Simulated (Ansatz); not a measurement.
# Calculations on SnSe

### Vibrations

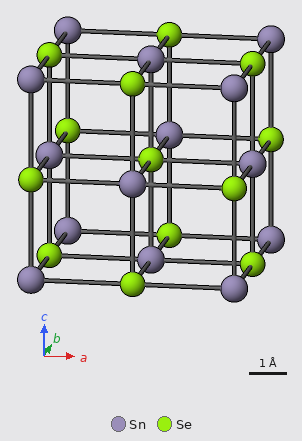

Lattice vibrations of crystalline SnSe relaxed at 12 GPa, space group Fm-3m (No. 225), at the zone centre. The picture is a ball-and-stick view of the conventional cell (4 times the calculation's cell), seen slightly off an axis. Lengths and directions refer to the drawn axes.

These are results of DFT PBE+D3(BJ), scalar-relativistic, plane waves, PAW in Ansatz, not measurements. Set-up: plane-wave cutoff 420 eV; k-point mesh 12 × 12 × 12; occupations gaussian; smearing width 0.01 eV; target pressure 12 GPa; no spin polarisation.

Frequencies are those without the non-analytic (LO–TO) term.

Q: Give the spectrum at this point.

A: The calculation's cell holds 2 atoms, so there are 3 optical modes, in 1 level. The optical modes span T₁u. No level is unstable.

| level | symmetry | frequency (cm⁻¹) | activity |
| --- | --- | --- | --- |
| 1 | T₁u | 116 | infrared-active |

The displacement patterns (one member of each degenerate set):

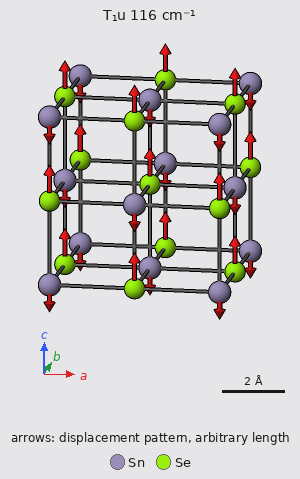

### One mode

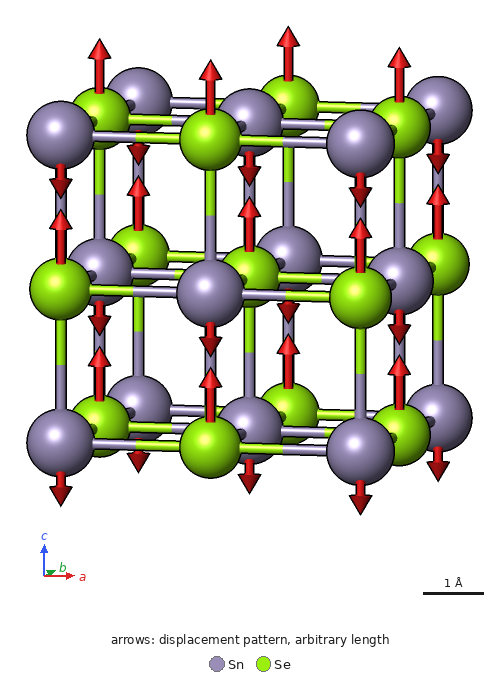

One vibrational mode of a crystal of SnSe relaxed at 50 GPa at the zone centre. The red arrows give the relative displacements of the atoms. A ball-and-stick model of the conventional cell (4 times the calculation's cell), seen slightly off an axis. Lengths and directions refer to the drawn axes.

Computed with Ansatz 0.2.0, DFT LDA, scalar-relativistic, plane waves, PAW.

Input file:
```yaml
crystal:
  lattice:
    - [0.0, 2.6015223883, 2.6015223883]
    - [2.6015223883, 0.0, 2.6015223883]
    - [2.6015223883, 2.6015223883, 0.0]
  atoms:
    - { symbol: Sn, position: [0.0, 0.0, 0.0] }
    - { symbol: Se, position: [0.5, 0.5, 0.5] }
basis:
  ecutwfc: 420
kpoints:
  mp_grid: { grid: [14, 14, 14] }
hamiltonian:
  xc: lda
scf:
  occupations: { method: fermi_dirac, width: 0.15 }
output:
  eigenvalues: true
phonons:
  method: dfpt
  eigenvectors: true
```

Command:
```bash
ansatz run input.yaml --threads 1 --pin off --max-ram 3072MiB --backend cpu --events-out ev --progress --plain --runs-dir out
```

The frequencies depend somewhat on the k-mesh and the smearing.

What mode is this, and where does it lie in the spectrum?

Answer. This is the T₁u mode (triply degenerate; one member of the set is drawn) at 207 cm⁻¹, the only optical level, infrared-active by symmetry. The Se sublattice moves against the Sn sublattice, along c; it stretches the shortest Se–Sn bonds (2.60 Å); the kinetic energy is shared as Se 60 %, Sn 40 %. The crystal is a metal, so free carriers screen the infrared response.

### One mode

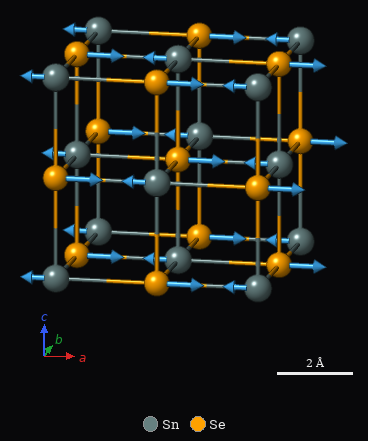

One vibrational mode of solid SnSe relaxed at 20 GPa at the zone centre. The blue arrows are the displacements of the atoms (eigenvector over the root of the mass), of arbitrary overall length and sign. Style: ball-and-stick. Shown: the conventional cell (4 times the calculation's cell), slightly off an axis. Lengths and directions refer to the drawn axes.

The calculation used DFT PBEsol, scalar-relativistic, plane waves, PAW (Ansatz). Settings: plane-wave cutoff 420 eV; k-point mesh 12 × 12 × 12; occupations fixed; target pressure 20 GPa; no spin polarisation.

Frequencies are those without the non-analytic (LO–TO) term.

Question: Give the symmetry, activity and frequency of this mode.

Answer: This is the T₁u mode (triply degenerate; one member of the set is drawn) at 142 cm⁻¹, the only optical level, infrared-active by symmetry. The Se sublattice moves against the Sn sublattice, along a; it stretches the shortest Se–Sn bonds (2.76 Å); the kinetic energy is shared as Se 60 %, Sn 40 %.
